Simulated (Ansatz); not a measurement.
SiO$_{2}$

Input

```
crystal:
  lattice:
    - [5.0605222284, 0.0, 0.0]
    - [-2.5302611142, 4.3825408062, 0.0]
    - [0.0, 0.0, 5.54135331]
  atoms:
    - { symbol: Si, position: [0.5, 0.0, 0.0] }
    - { symbol: Si, position: [0.5, 0.5, 0.6666666667] }
    - { symbol: Si, position: [0.0, 0.5, 0.3333333333] }
    - { symbol: O, position: [0.20860537, 0.79139463, 0.1666666667] }
    - { symbol: O, position: [0.20860537, 0.41721074, 0.5] }
    - { symbol: O, position: [0.41721074, 0.20860537, 0.8333333333] }
    - { symbol: O, position: [0.79139463, 0.20860537, 0.1666666667] }
    - { symbol: O, position: [0.79139463, 0.58278926, 0.5] }
    - { symbol: O, position: [0.58278926, 0.79139463, 0.8333333333] }
hamiltonian:
  xc: pbe
  pseudopotentials: { kind: paw }
kpoints:
  mp_grid: { grid: [6, 6, 5] }
scf:
  occupations: { method: fermi_dirac, width: 0.05 }
basis:
  ecutwfc: "500 eV"
output:
  forces: true
  stress: true
  eigenvalues: true
  write_density: true
  write_potential: true
  elf: true
  volumetric_format: npy
```

Command:

```sh
ansatz run input.yaml --threads 4 --pin off --max-ram 11264MiB --backend cpu --events-out ev --progress --plain --runs-dir out
```

Below, planes, directions and counts refer to the conventional cell (a = 5.06 Å, b = 5.06 Å, c = 5.54 Å, α = 90.00°, β = 90.00°, γ = 120.00°).

Space group P6₄22; a structure from a database of computed crystals, not necessarily the ambient phase; computed pressure about 5 GPa in this cell.

These are results of Kohn-Sham DFT of a periodic cell, PBE, Ansatz PAW (Ansatz 0.2.0), not measurements.

> What can the converged valence pseudo-density and electron localisation function tell about the bonding?

Si–O (1.61 Å): the density is about 1.3 e/Å³ at the midpoint; the ELF peaks at about 0.85 between the atoms (a short, strongly polar bond).

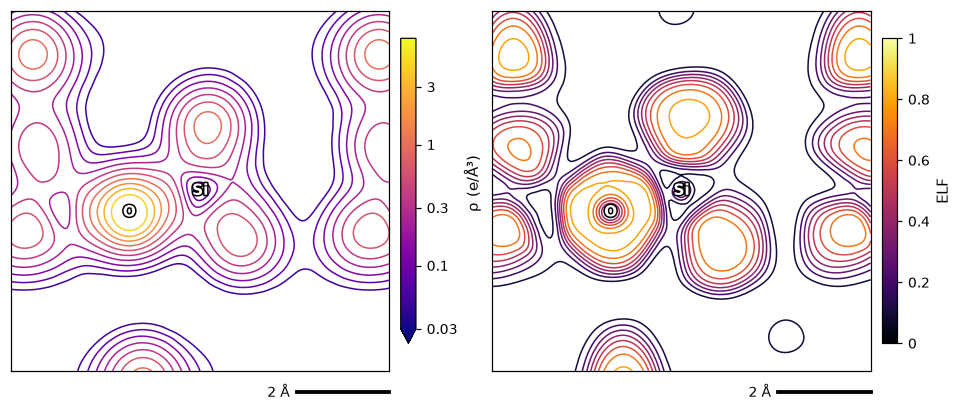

Computed valence pseudo-density and electron localisation function on the (111) plane of the conventional cell, in this order. Atoms just off the plane (Si, 0.4 Å away and O, 0.7 Å away) can leave unmarked features too.

Core electrons are frozen (PAW), and the valence fields are smoothed inside the atomic spheres.
